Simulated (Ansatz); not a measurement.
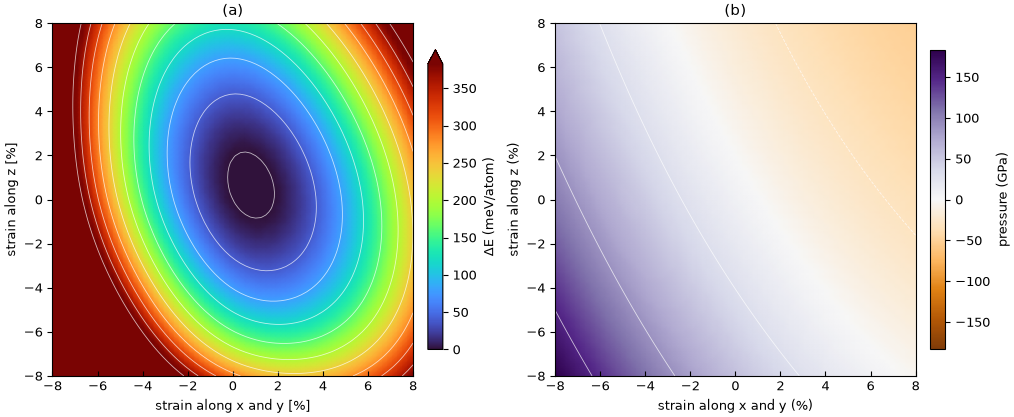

WC (P-6m2, No. 187; 2 atoms in the cell). 
- The cell is strained homogeneously, by one strain along x and y and another along z, with fractional coordinates fixed (x along [1 0 0], z along [0 0 1] of the conventional cell).
- Coordinates scanned: (1) strain along x and y; (2) strain along z.
- The grid has 5 × 5 points.
- Energies are in meV/atom, from the lowest grid point.
- The reference cell is the one listed in the database, not relaxed at this level.
- These are results of DFT PBE, scalar-relativistic, plane waves, PAW (Ansatz), not measurements. Settings: cutoff 420 eV, k-mesh 18×18×16 in the order of the run's cell vectors, gaussian smearing 0.15 eV, no spin polarisation.

Panel (a) is the energy and panel (b) the computed pressure on the same grid.

In the figure: a smooth colour map with a few white contour lines, one colour for all values above the top of the scale. Between grid points the surface is interpolated.

### How does the pressure vary over the map, and what is it at the lowest grid point?

It runs from −51 GPa at strain along x and y = 8 %, strain along z = 8 % to 184 GPa at strain along x and y = −8 %, strain along z = −8 %. At the lowest grid point, strain along x and y = 0 %, strain along z = 0 %, it is 8 GPa.
